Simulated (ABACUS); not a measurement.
**Geometry relaxation, with input and output: ZrSe2 (part 3 of 3)**

The same run, continued: ZrSe2 (P-3m1, 3 atoms in the cell); Kohn-Sham DFT of a periodic cell, PBE, Ansatz NC PBE, no spin polarisation (ABACUS 3.10.1); cutoff 1360.57 eV, 7×7×5 k-mesh, fermi-dirac of 0.05 eV. The structure derives from an entry of the Crystallography Open Database. The settings are looser than a standard set-up, so the numbers are not reference values.

Geometry of the input (Å; fractional positions):
```
3.7980  0.0000  0.0000
-1.8990  3.2892  0.0000
0.0000  0.0000  6.1920
Zr 0.0000  0.0000  0.0000
Se 0.6667  0.3333  0.7500
Se 0.3333  0.6667  0.2500
```

**Standard output, continued**
```
 ---------------------------------------------------------
 Use Systematically Improvable Atomic bases
 ---------------------------------------------------------
 ELEMENT ORBITALS        NBASE       NATOM       XC
 Zr      2s1p1d-8au      10          1
 Se      1s1p1d-7au      9           2
 ---------------------------------------------------------
 Initial plane wave basis and FFT box
 ---------------------------------------------------------
 -------------------------------------------
 SELF-CONSISTENT :
 -------------------------------------------
 START CHARGE      : atomic
 ITER       ETOT/eV          EDIFF/eV         DRHO     TIME/s
 GE1     -7.97505080e+03   0.00000000e+00   5.1956e-02   0.19
 GE2     -7.97478335e+03   2.67451550e-01   6.7718e-02   0.18
 GE3     -7.97653558e+03  -1.75223341e+00   1.5514e-02   0.18
 GE4     -7.97659161e+03  -5.60276583e-02   1.2229e-03   0.18
 GE5     -7.97659200e+03  -3.92253755e-04   3.5398e-04   0.18
 GE6     -7.97659203e+03  -2.96282379e-05   3.8830e-05   0.18
 GE7     -7.97659203e+03   1.32312312e-07   2.3374e-05   0.18
 GE8     -7.97659203e+03  -5.87238361e-08   5.0826e-06   0.20
 GE9     -7.97659203e+03  -2.97447483e-09   6.6336e-07   0.20
 GE10    -7.97659203e+03  -3.27919221e-10   2.6911e-08   0.18
----------------------------------------------------------------
 TOTAL-STRESS (KBAR)
----------------------------------------------------------------
        -0.2008963041         0.0000000000         0.0000000000
        -0.0000000000        -0.2008963041        -0.0000000000
         0.0000000000        -0.0000000000        -0.9488911629
----------------------------------------------------------------
 TOTAL-PRESSURE: -0.450228 KBAR
```

**File mulliken.txt**
```
 0
CALCULATE THE MULLIkEN ANALYSIS FOR EACH ATOM
 Total charge:	44
Decomposed Mulliken populations
0                             Zeta of Zr              Spin 1
s                                      0              2.0006
s                                      1              0.5340
SUM OVER M+Zeta                                       2.5346

pz                                     0              2.0000
px                                     0              1.9993
py                                     0              1.9991
SUM OVER M                                            5.9984
SUM OVER M+Zeta                                       5.9984

dz^2                                   0              0.4160
dxz                                    0              0.5668
dyz                                    0              0.6612
dx^2-y^2                               0              0.5068
dxy                                    0              0.6383
SUM OVER M                                            2.7892
SUM OVER M+Zeta                                       2.7892

SUM OVER M+Zeta+L                                    11.3221

Total Charge on atom:                 Zr             11.3221


1                             Zeta of Se              Spin 1
s                                      0              1.9375
SUM OVER M+Zeta                                       1.9375

pz                                     0              1.4579
px                                     0              1.4941
py                                     0              1.4492
SUM OVER M                                            4.4013
SUM OVER M+Zeta                                       4.4013

dz^2                                   0              2.0000
dxz                                    0              2.0001
dyz                                    0              2.0001
dx^2-y^2                               0              2.0000
dxy                                    0              2.0000
SUM OVER M                                           10.0001
SUM OVER M+Zeta                                      10.0001

SUM OVER M+Zeta+L                                    16.3389

Total Charge on atom:                 Se             16.3389


2                             Zeta of Se              Spin 1
s                                      0              1.9375
SUM OVER M+Zeta                                       1.9375

pz                                     0              1.4579
px                                     0              1.4941
py                                     0              1.4492
SUM OVER M                                            4.4013
SUM OVER M+Zeta                                       4.4013

dz^2                                   0              2.0000
dxz                                    0              2.0001
dyz                                    0              2.0001
dx^2-y^2                               0              2.0000
dxy                                    0              2.0000
SUM OVER M                                           10.0001
SUM OVER M+Zeta                                      10.0001

SUM OVER M+Zeta+L                                    16.3389

Total Charge on atom:                 Se             16.3389
```

**Trajectory as extended XYZ (Å, eV, eV/Å), 9 frames, from step=0 to step=8**
```
3
Lattice="3.7980 0.0000 0.0000 -1.8990 3.2892 0.0000 0.0000 0.0000 6.1920" Properties=species:S:1:pos:R:3:forces:R:3 step=0 energy=-7976.53106 pressure_GPa=4.59
Zr    0.0000    0.0000    0.0000    0.0000   0.0000   0.0000
Se    1.8990    1.0964    4.6440    0.0000   0.0000  -0.6431
Se    0.0000    2.1928    1.5480    0.0000   0.0000   0.6431
3
Lattice="3.8126 -0.0000 0.0000 -1.9063 3.3018 0.0000 0.0000 0.0000 6.2098" Properties=species:S:1:pos:R:3:forces:R:3 step=1 energy=-7976.56088 pressure_GPa=3.12
Zr    0.0000    0.0000    0.0000    0.0000   0.0000   0.0000
Se    1.9063    1.1006    4.6482    0.0000   0.0000  -0.4148
Se    0.0000    2.2012    1.5617    0.0000   0.0000   0.4148
3
Lattice="3.8453 -0.0000 0.0000 -1.9226 3.3301 -0.0000 -0.0000 0.0000 6.2446" Properties=species:S:1:pos:R:3:forces:R:3 step=2 energy=-7976.58805 pressure_GPa=0.30
Zr    0.0000    0.0000    0.0000    0.0000   0.0000   0.0000
Se    1.9226    1.1100    4.6555    0.0000   0.0000   0.0276
Se    0.0000    2.2201    1.5892    0.0000   0.0000  -0.0276
3
Lattice="3.8495 -0.0000 0.0000 -1.9248 3.3338 -0.0000 -0.0000 0.0000 6.2442" Properties=species:S:1:pos:R:3:forces:R:3 step=3 energy=-7976.58865 pressure_GPa=0.10
Zr    0.0000    0.0000    0.0000    0.0000   0.0000   0.0000
Se    1.9248    1.1113    4.6544    0.0000   0.0000   0.0542
Se    0.0000    2.2225    1.5897    0.0000   0.0000  -0.0542
3
Lattice="3.8597 -0.0000 0.0000 -1.9299 3.3426 -0.0000 -0.0000 0.0000 6.2362" Properties=species:S:1:pos:R:3:forces:R:3 step=4 energy=-7976.58985 pressure_GPa=-0.21
Zr    0.0000    0.0000    0.0000    0.0000   0.0000   0.0000
Se    1.9299    1.1142    4.6491    0.0000   0.0000   0.0799
Se    0.0000    2.2284    1.5871    0.0000   0.0000  -0.0799
3
Lattice="3.8709 -0.0000 0.0000 -1.9355 3.3523 -0.0000 -0.0000 0.0000 6.2200" Properties=species:S:1:pos:R:3:forces:R:3 step=5 energy=-7976.59096 pressure_GPa=-0.35
Zr    0.0000    0.0000    0.0000    0.0000   0.0000   0.0000
Se    1.9355    1.1174    4.6401    0.0000   0.0000   0.0677
Se    0.0000    2.2349    1.5799    0.0000   0.0000  -0.0677
3
Lattice="3.8776 -0.0000 0.0000 -1.9388 3.3581 -0.0000 -0.0000 0.0000 6.2027" Properties=species:S:1:pos:R:3:forces:R:3 step=6 energy=-7976.59188 pressure_GPa=-0.25
Zr    0.0000    0.0000    0.0000    0.0000   0.0000   0.0000
Se    1.9388    1.1194    4.6313    0.0000   0.0000   0.0235
Se    0.0000    2.2387    1.5715    0.0000   0.0000  -0.0235
3
Lattice="3.8777 -0.0000 0.0000 -1.9389 3.3582 -0.0000 -0.0000 0.0000 6.1959" Properties=species:S:1:pos:R:3:forces:R:3 step=7 energy=-7976.59200 pressure_GPa=-0.10
Zr    0.0000    0.0000    0.0000    0.0000   0.0000   0.0000
Se    1.9389    1.1194    4.6279    0.0000   0.0000  -0.0076
Se    0.0000    2.2388    1.5680    0.0000   0.0000   0.0076
3
Lattice="3.8768 -0.0000 0.0000 -1.9384 3.3574 -0.0000 -0.0000 0.0000 6.1947" Properties=species:S:1:pos:R:3:forces:R:3 step=8 energy=-7976.59203 pressure_GPa=-0.05
Zr    0.0000    0.0000    0.0000    0.0000   0.0000   0.0000
Se    1.9384    1.1191    4.6271    0.0000   0.0000  -0.0151
Se    0.0000    2.2383    1.5676    0.0000   0.0000   0.0151
```

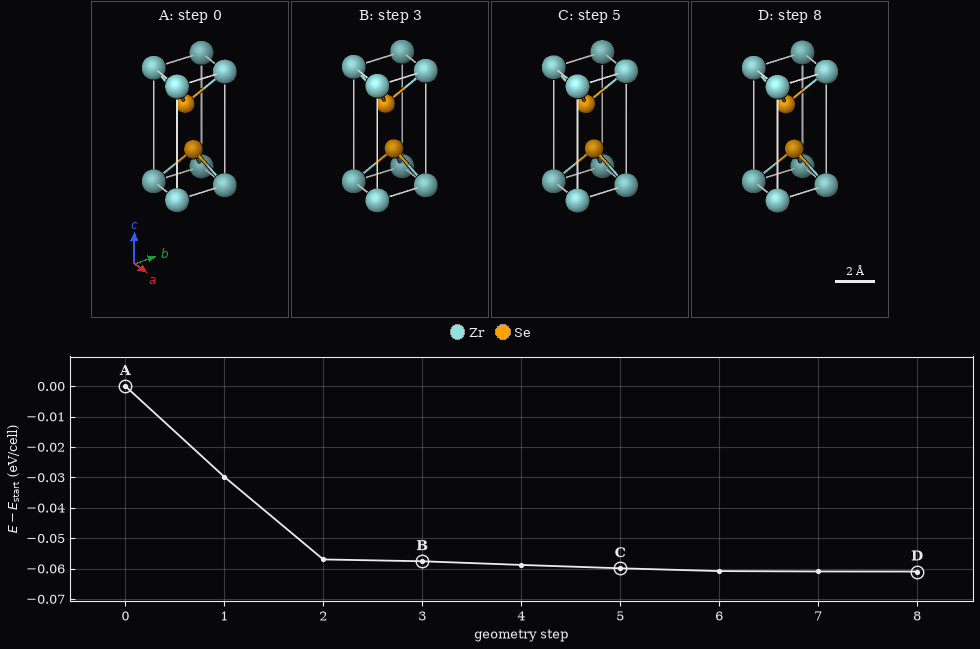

**Figure 1.** Frames of the relaxation (ball-and-stick view of the cell of the calculation, seen slightly off an axis) above the curves, on which the letters mark them (steps are counted from 0).

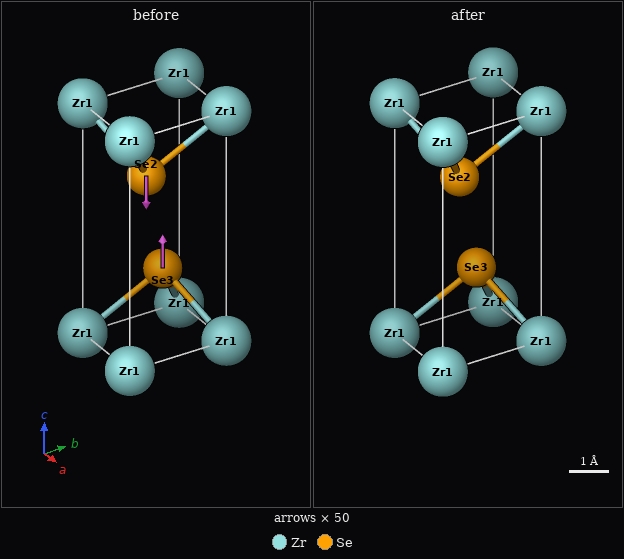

**Figure 2.** Before (left) and after (right) the relaxation, at one scale (ball-and-stick view of the cell of the calculation, seen slightly off an axis). The pink arrows give the displacements (without the part carried along by the change of the cell), magnified 50 times. The largest moves relative to the cell, 0.019 Å, are those of Se2 and Se3. Zr stays in place. Cell: a = b 3.798 → 3.877 Å (+2.1 %), c 6.192 → 6.195 Å (0.0 %). Volume +4.2 %. Distances before and after: Zr1–Se2 2.684 → 2.733 Å. The space group stays P-3m1 (No. 164). Over 8 geometry steps the energy falls by 61.0 meV per cell of the calculation. The largest force component goes from 0.64 to 0.015 eV/Å. The pressure goes from 4.59 to −0.05 GPa. (Atoms are counted from 1 in the order of the input.)

**Results in brief**

| quantity | value |
| --- | --- |
| outcome | converged |
| space group (tolerance 0.01 Å) | P-3m1 (164) |
| electrons treated | 44 |
| free energy | −7976.5920 eV |
| Fermi energy | 9.018 eV |
| gap on the k-point mesh | 0.12 eV |
| pressure | −0.05 GPa |
| final volume | 80.63 Å³ |
| largest force (length of the vector) at the end | 0.015 eV/Å |
| final cell | a = 3.877 Å, b = 3.877 Å, c = 6.195 Å, α = 90.00°, β = 90.00°, γ = 120.00° |
| wall time | 28 s (CPU time 1.8 min) |
| peak memory | 0.4 GiB |

**Notes**

The settings depart from the standard set-up of this series, which can bear on the numbers. Points of doubt noted for this run: home made orbitals.
